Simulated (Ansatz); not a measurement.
```yaml
crystal:
  lattice:
    - [4.11658, 0.00000, 0.00000]
    - [0.00000, 4.11658, 0.00000]
    - [0.00000, 0.00000, 4.11658]
  atoms:
    - { symbol: V, position: [0.00000, 0.00000, 0.00000] }
    - { symbol: V, position: [0.50000, 0.50000, 0.00000] }
    - { symbol: V, position: [0.50000, 0.00000, 0.50000] }
    - { symbol: V, position: [0.00000, 0.50000, 0.50000] }
    - { symbol: N, position: [0.50000, 0.00000, 0.00000] }
    - { symbol: N, position: [0.00000, 0.50000, 0.00000] }
    - { symbol: N, position: [0.00000, 0.00000, 0.50000] }
    - { symbol: N, position: [0.50000, 0.50000, 0.50000] }
```

Space group Fm-3m; computed without spin polarisation.

Theory: DFT PBE, scalar-relativistic, plane waves, PAW in Ansatz.

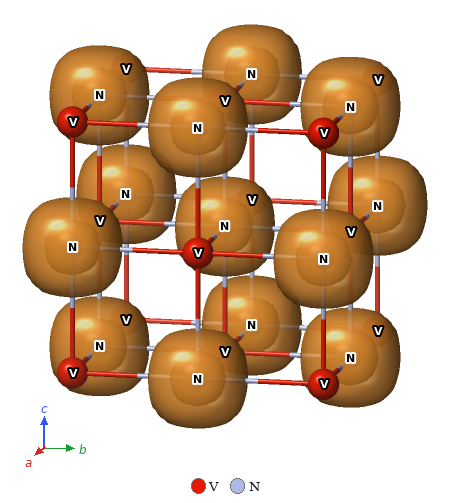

VN. Isosurface of the ELF at 0.7 (orange), seen slightly off an axis. Only the valence region is drawn (cores and ρ < 0.01 e/Å³ removed). Sticks mark near contacts.

In a PAW calculation such maps are meaningful between the atoms, not at the nuclei.

### Where are the electrons localised?

The surface consists of four regions wrapped around N (the valence shell of each), counted in one cell of 8 atoms. Regions shared between cells count once. Along the contacts the grid gives the following. V–N (2.06 Å): the ELF peaks at about 0.80 in the valence shell of N, 0.6 Å from its nucleus, and is about 0.20 at the midpoint; no shared electron pair shows on this line.
